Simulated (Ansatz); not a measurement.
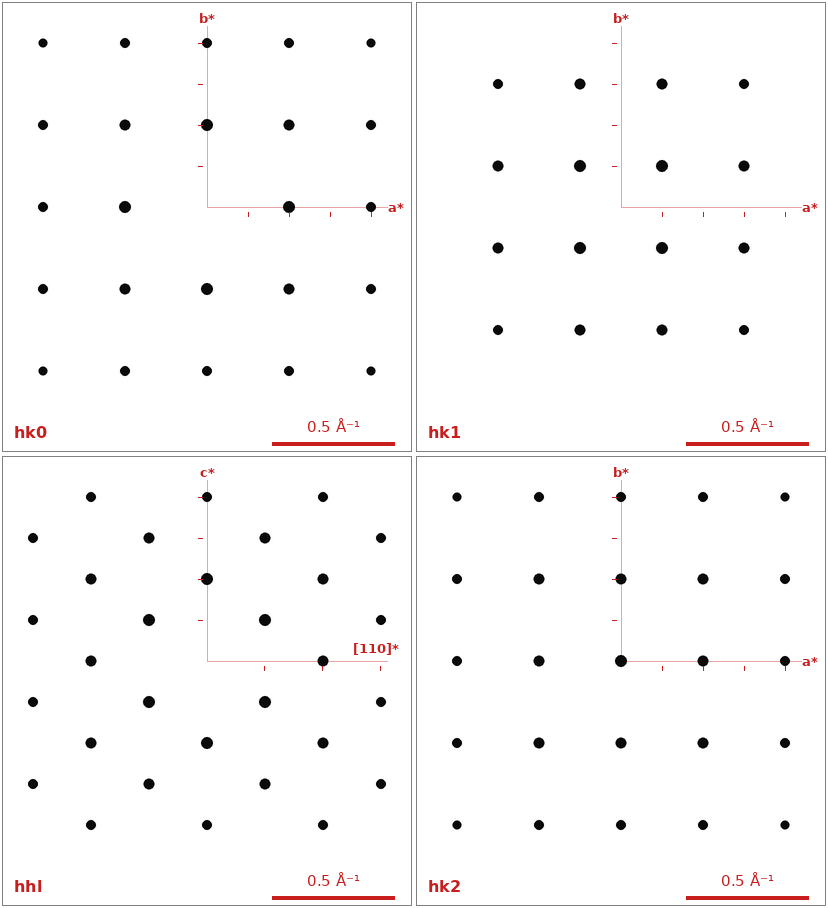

Simulated precession-type sections (X-rays; kinematic intensities, B = 0.5 Å²). The ticks mark integer indices of the conventional cell.

Question: What cell do the layers give?

Answer: a* = 0.168, b* = 0.168, c* = 0.168 Å⁻¹; the cell is cubic with a = 5.94 Å.

Question: List the systematic absences.

Answer: Reflections are present only under these conditions. hkl: h + k = 2n, h + l = 2n; hk0: h = 2n, k = 2n; hhl: h + l = 2n; h00: h = 2n. The lattice is face-centred (F).

Question: Which space groups fit?

Answer: The intensities have Laue symmetry m-3m (the hk0 layer shows 4mm, hk1 shows 4mm). With these conditions the candidates are F432 (No. 209), F-43m (No. 216), Fm-3m (No. 225). Diffraction geometry alone does not choose among them; the structure has Fm-3m. The compound is Eu. Structure: the input geometry of an electronic-structure calculation (not necessarily at equilibrium); the starting structure was generated, so it need not be a known form of this composition.
